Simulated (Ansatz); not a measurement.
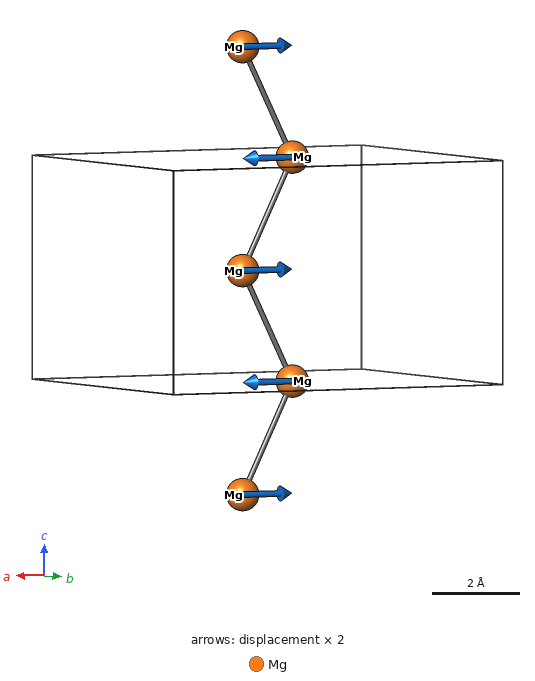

This is a relaxation of a wire of composition Mg. The starting structure is drawn; blue arrows show the displacements (the part carried along by the change of the cell is left out), 2 times their true length.

Style: ball-and-stick. Shown: the cell of the calculation, with the vacuum cut short, from a free direction.

Case: zigzag chain of atoms.

Computed with Ansatz, DFT PBE, scalar-relativistic, plane waves, PAW.

The input:
```yaml
crystal:
  lattice:
    - [10.3, 0.0, 0.0]
    - [0.0, 9.3, 0.0]
    - [0.0, 0.0, 5.1802311127]
  atoms:
    - { symbol: Mg, position: [0.4371331176, 0.5, 0.0], spin: 0.5 }
    - { symbol: Mg, position: [0.5628668824, 0.5, 0.5], spin: 0.5 }
basis:
  ecutwfc: 420
kpoints:
  mp_grid: { grid: [1, 1, 13] }
hamiltonian:
  xc: pbe
scf:
  occupations: { method: gaussian, width: 0.05 }
output:
  forces: true
  stress: true
  eigenvalues: true
  populations: true
  write_density: true
  write_potential: true
  elf: true
  volumetric_format: npy
magnetization:
  spin_polarized: true
relax:
  adjacent_minimum: "off"
  f_tol: 0.01
  max_steps: 45
  cell: { fix: [a, b, alpha, beta, gamma], stress_tol: 0.03 }
```

Run as
```bash
ansatz run input.yaml --threads 2 --pin off --max-ram 5120MiB --backend cpu --events-out ev --progress --plain --runs-dir out
```

> Describe the change and its energy.

The largest moves relative to the layer's centre, 0.65 Å, are those of Mg1 and Mg2. Along the periodic axis the drawn cell goes c 5.180 → 6.154 Å (+18.8 %). Near-neighbour distances that change, for instance: Mg1–Mg2 2.896 → 3.077 Å. Among the angles between lasting bonds that change: Mg2–Mg1–Mg2 126.9° → 179.9°. After 12 accepted moves (14 points after the start) the energy has fallen by 0.211 eV per cell of the calculation. Largest force component: 0.3 eV/Å at the start, 0.0007 eV/Å at the end. At 2 points the geometry stayed and the basis and grid were re-selected for the new cell (energy shift of 4.2 meV per cell of the calculation at most each time). The program noted that the starting moments weren't kept. Cost: 2.6 min on 2 threads of Intel(R) Xeon(R) Platinum 8259CL CPU @ 2.50GHz (Skylake/Cascade Lake), with other jobs on the host, peak memory 0.75 GiB.

Limits of the set-up: the k-point mesh is coarse for a cell with partly filled bands.
